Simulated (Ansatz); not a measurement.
# Mending a single-point calculation on Cu

System: Cu (5 atoms in the cell).
Method of run A: DFT, PBE, plane waves, PAW, no spin polarisation (Ansatz 0.2.0).

The structure derives from a Materials Project entry. Some settings of this run were made unusual or wrong on purpose. Text and figures count atoms from 1; the logs count them from 0 in places.

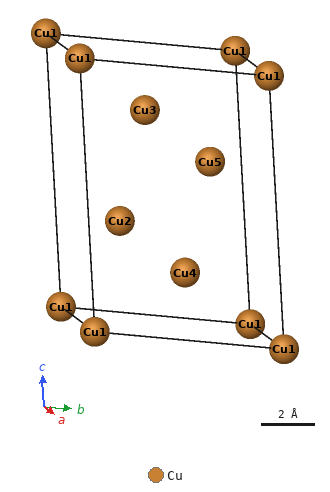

Fig. 1: The input geometry (ball-and-stick view of the reduced cell, seen slightly off an axis; atoms are numbered from 1 in the order of the input).

**The input, run A**
```yaml
crystal:
  lattice:
    - [10.33697152, -1.5e-07, -0.01238773]
    - [-1.5e-07, 10.33697893, -0.00025102]
    - [-3.10544535, -1.03378608, 3.63900146]
  atoms:
    - { symbol: Cu, position: [0.0, 0.0, 0.0] }
    - { symbol: Cu, position: [0.2, 0.4, 0.0] }
    - { symbol: Cu, position: [0.4, 0.8, 0.0] }
    - { symbol: Cu, position: [0.6, 0.2, 0.0] }
    - { symbol: Cu, position: [0.8, 0.6, 0.0] }
basis:
  ecutwfc: 420
kpoints:
  mp_grid: { grid: [7, 7, 18] }
hamiltonian:
  xc: pbe
scf:
  occupations: { method: gaussian, width: 0.1 }
  max_iter: 80
output:
  forces: true
  eigenvalues: true
  stress: true
```

Command:
```bash
ansatz run input.yaml --threads 8 --pin off --max-ram 20480MiB --backend cpu --events-out ev --progress --plain --runs-dir out
```

Hardware: 8 threads of AMD EPYC (Zen 5), 64 GiB of memory available, shared host.

**Output, shortened to warnings, some set-up lines, iterations and results (run A)**
```
Basis set: ecut = 420 eV, 7593 PW (Γ), exchange–correlation on 144×144×72 points (8 copies of the dense FFT grid, shifted against one another)
Symmetry: 10 space group operations
k-points: 442 of 882
Initial density: superposition of atomic densities (neutral atoms: chi_scale 0, normalization atom), corrected by the library's trained network
[...]
SCF iter   1: F=—  HF=-33109.495336 eV  |F-HF|=—  |Δ(HF+E_count)|=         —  Δρ=1.31e-3  dr2=4.60e-3  ethr=1.77e-3  ⟨swp⟩=7.3  Hψ=89381  notcnv=0  defer=76
SCF iter   2: F=—  HF=-33109.510203 eV  |F-HF|=—  |Δ(HF+E_count)|=   1.49e-2  Δρ=3.10e-3  dr2=2.44e-2  ethr=4.84e-6  ⟨swp⟩=2.0  Hψ=53265  notcnv=0  defer=656
SCF iter   3: F=—  HF=-33109.505372 eV  |F-HF|=—  |Δ(HF+E_count)|=   4.83e-3  Δρ=1.27e-3  dr2=3.25e-3  ethr=4.84e-6  ⟨swp⟩=2.0  Hψ=45387  notcnv=0  defer=656
SCF iter   4: F=—  HF=-33109.505255 eV  |F-HF|=—  |Δ(HF+E_count)|=   1.17e-4  Δρ=1.43e-4  dr2=6.84e-5  ethr=3.42e-6  ⟨swp⟩=2.0  Hψ=36423  notcnv=0  defer=656
SCF iter   5: F=—  HF=-33109.505398 eV  |F-HF|=—  |Δ(HF+E_count)|=   1.42e-4  Δρ=1.99e-5  dr2=3.07e-6  ethr=7.20e-8  ⟨swp⟩=2.0  Hψ=36645  notcnv=0  defer=656
SCF iter   6: F=-33109.505400 eV  HF=-33109.505400 eV  |F-HF|=6.77e-8  |Δ(HF+E_count)|=   2.85e-6  Δρ=2.82e-6  dr2=5.87e-8  ethr=1.05e-10  ⟨swp⟩=8.6  Hψ=113430  notcnv=0
SCF 1 converged in 6 iterations: F = -33109.505400 eV  dr2 = 5.87e-8
SCF converged after 6 iterations
Free energy (F): -33109.505400 eV
Harris-Foulkes:  -33109.505400 eV  (|F-HF|=6.77e-8)
Internal energy: -33109.462951 eV  (E = F + TS)
E sigma→0 (E₀):  -33109.484175 eV
Entropy (-TS):   -0.042450 eV (-8.490 meV/atom)
Fermi energy:    -1.254873 eV
--- Per-component energies (eV) ---
  E_band       = -3298.394752
  E_kinetic    = 1497.928959
  E_local      = -34211.494183  (includes V_loc(G=0)·N_el)
  E_nonlocal   = 2063.615048
  E_hartree    = 15169.868657
  E_xc         = -416.187787
  E_vxc        = -534.128564  (∫ρ·V_xc dr)
  E_paw        = -8419.116438  (= ΣΔE_a)
  E_vpaw       = -2454.089818  (= ΣTr[D̂ρ^β])
  E_aug_tail   = 0.001424  (compensation charges beyond the density's cutoff)
  E_ewald      = -8794.078631
  E_smearing   = -0.042450  (= −TS)
  E_closure    = 0.000000  (closes the sum)
  Σ components = -33109.505400   (vs F -33109.505400, Δ=0.00e0)
--- Forces (eV/Å), atoms counted from 1 ---
  atom   1  Cu    -0.00000000     0.00000000     0.00000000
  atom   2  Cu     0.00000000     0.00000000     0.00000000
  atom   3  Cu     0.00000000     0.00000000    -0.00000000
  atom   4  Cu    -0.00000000     0.00000000     0.00000000
  atom   5  Cu    -0.00000000     0.00000000     0.00000000
  max |Σ_I F_I| component: 2.12e-25 eV/Å
--- Stress (GPa, compression-positive) ---
       -1.803812       0.000003      -0.009239
        0.000003      -1.803681       0.000633
       -0.009239       0.000633      -1.601511
  P = ⅓ Tr σ = -1.7363 GPa (-17.363 kbar)
```

Q: What went wrong, and how is the input to be mended?

A: A setting was made wrong on purpose: a lattice typed in bohr (`crystal.lattice`). Numbers in bohr are read as ångström, so the cell is 1.89 times too large and the atoms hardly bond. The program still converged, but the numbers can't be taken as results for the intended system.

A run of the same system that converges differs from this input as follows (lines with − go, lines with + come):
```diff
-    - [10.33697152, -1.5e-07, -0.01238773]
-    - [-1.5e-07, 10.33697893, -0.00025102]
-    - [-3.10544535, -1.03378608, 3.63900146]
+    - [5.4700898269, -7.96e-08, -0.006555305]
+    - [-7.96e-08, 5.4700937532, -0.0001328352]
+    - [-1.6433309328, -0.547056039, 1.925676666]
-  max_iter: 80
```

**Output, shortened to warnings, some set-up lines, iterations and results (run B)**
```
Basis set: ecut = 420 eV, 1137 PW (Γ), exchange–correlation on 80×80×36 points (8 copies of the dense FFT grid, shifted against one another)
Symmetry: 10 space group operations
k-points: 442 of 882
Initial density: superposition of atomic densities (neutral atoms: chi_scale 0, normalization atom), corrected by the library's trained network
[...]
SCF iter   1: F=—  HF=-33125.732949 eV  |F-HF|=—  |Δ(HF+E_count)|=         —  Δρ=1.16e-3  dr2=3.52e-4  ethr=1.77e-3  ⟨swp⟩=5.1  Hψ=80346  notcnv=0  defer=523
SCF iter   2: F=—  HF=-33125.733406 eV  |F-HF|=—  |Δ(HF+E_count)|=   4.56e-4  Δρ=5.88e-4  dr2=9.13e-5  ethr=3.70e-7  ⟨swp⟩=2.8  Hψ=56523  notcnv=0  defer=555
SCF iter   3: F=—  HF=-33125.733474 eV  |F-HF|=—  |Δ(HF+E_count)|=   6.85e-5  Δρ=1.39e-4  dr2=7.76e-6  ethr=9.61e-8  ⟨swp⟩=2.1  Hψ=31352  notcnv=0  defer=555
SCF iter   4: F=—  HF=-33125.733476 eV  |F-HF|=—  |Δ(HF+E_count)|=   1.93e-6  Δρ=4.66e-5  dr2=6.22e-7  ethr=8.17e-9  ⟨swp⟩=2.0  Hψ=32272  notcnv=0  defer=555
SCF iter   5: F=-33125.733476 eV  HF=-33125.733476 eV  |F-HF|=6.96e-9  |Δ(HF+E_count)|=   9.25e-8  Δρ=1.07e-5  dr2=4.32e-8  ethr=6.54e-10  ⟨swp⟩=2.4  Hψ=35765  notcnv=0  …
SCF iter   6: F=-33125.733476 eV  HF=-33125.733476 eV  |F-HF|=2.67e-8  |Δ(HF+E_count)|=   2.17e-9  Δρ=4.12e-6  dr2=5.74e-9  ethr=4.55e-11  ⟨swp⟩=6.3  Hψ=109317  notcnv=0
SCF 1 converged in 6 iterations: F = -33125.733476 eV  dr2 = 5.74e-9
SCF converged after 6 iterations
Free energy (F): -33125.733476 eV
Harris-Foulkes:  -33125.733476 eV  (|F-HF|=2.67e-8)
Internal energy: -33125.726501 eV  (E = F + TS)
E sigma→0 (E₀):  -33125.729988 eV
Entropy (-TS):   -0.006975 eV (-1.395 meV/atom)
Fermi energy:    17.335042 eV
--- Per-component energies (eV) ---
  E_band       = -1750.603569
  E_kinetic    = 1501.657273
  E_local      = -20025.310022  (includes V_loc(G=0)·N_el)
  E_nonlocal   = 1947.619586
  E_hartree    = 8830.420366
  E_xc         = -449.154465
  E_vxc        = -579.730623  (∫ρ·V_xc dr)
  E_paw        = -8312.560408  (= ΣΔE_a)
  E_vpaw       = -2255.695506  (= ΣTr[D̂ρ^β])
  E_aug_tail   = 0.001092  (compensation charges beyond the density's cutoff)
  E_ewald      = -16618.399922
  E_smearing   = -0.006975  (= −TS)
  E_closure    = -0.000000  (closes the sum)
  Σ components = -33125.733476   (vs F -33125.733476, Δ=0.00e0)
--- Forces (eV/Å), atoms counted from 1 ---
  atom   1  Cu     0.00000000     0.00000000    -0.00000000
  atom   2  Cu     0.00000000     0.00000000     0.00000000
  atom   3  Cu     0.00000000     0.00000000     0.00000000
  atom   4  Cu     0.00000000     0.00000000    -0.00000000
  atom   5  Cu     0.00000000     0.00000000    -0.00000000
  max |Σ_I F_I| component: 1.50e-26 eV/Å
--- Stress (GPa, compression-positive) ---
        9.800953       0.041404      -0.010101
        0.041404       9.553367       0.002180
       -0.010101       0.002180       0.001364
  P = ⅓ Tr σ = 6.4519 GPa (64.519 kbar)
```

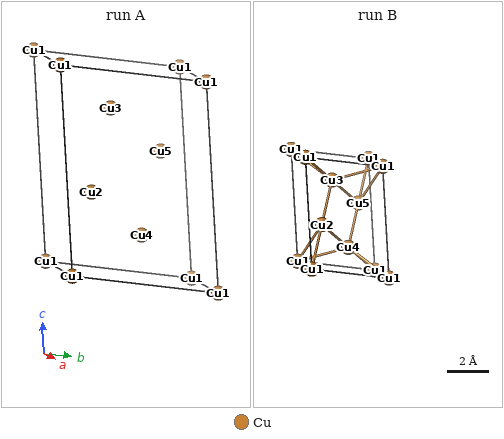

Fig. 2: The two input geometries at one scale (ball-and-stick view of the reduced cell, seen slightly off an axis). The atoms keep their places relative to the cell (all moves are under 0.005 Å). The drawn cell changes as follows: a 4.894 → 2.590 Å (−47.1 %), b 8.156 → 4.316 Å (−47.1 %), c 10.337 → 5.470 Å (−47.1 %); the volume changes by −85.2 %. Among the contacts that change: Cu1–Cu1 4.894 → 2.590 Å, Cu1–Cu3 4.883 → 2.584 Å, Cu1–Cu2 4.623 → 2.446 Å.

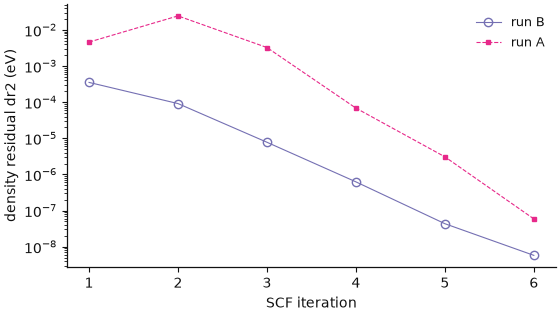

Fig. 3: Convergence of the two runs: density residual dr2 against the SCF iteration. Run B takes 6 iterations in all, and run A takes 6.

**The two runs side by side**

```tsv
quantity	run A	run B
outcome	converged	converged
free energy per atom (eV)	−6621.9011	−6625.1467
energy per atom, smearing taken to zero (eV)	−6621.8968	−6625.1460
gap on the mesh (eV)	0.00	0.00
pressure (GPa)	−1.74	6.45
volume per atom (Å³)	77.69	11.51
largest force (eV/Å)	0.000	0.000
SCF iterations	6	6
irreducible k-points	442	442
plane waves at Γ	7593	1137
wall time (shared host)	17 s	2.7 s
```

With the same functional and potentials, run B lies 3245.6 meV per atom lower. The pressure goes from −1.74 to 6.45 GPa. The volume per atom goes from 77.69 to 11.51 Å³. The number of SCF iterations is the same. The plane waves at Γ go from 7593 to 1137. On the same kind of shared host run B took about 0.16 times as long.
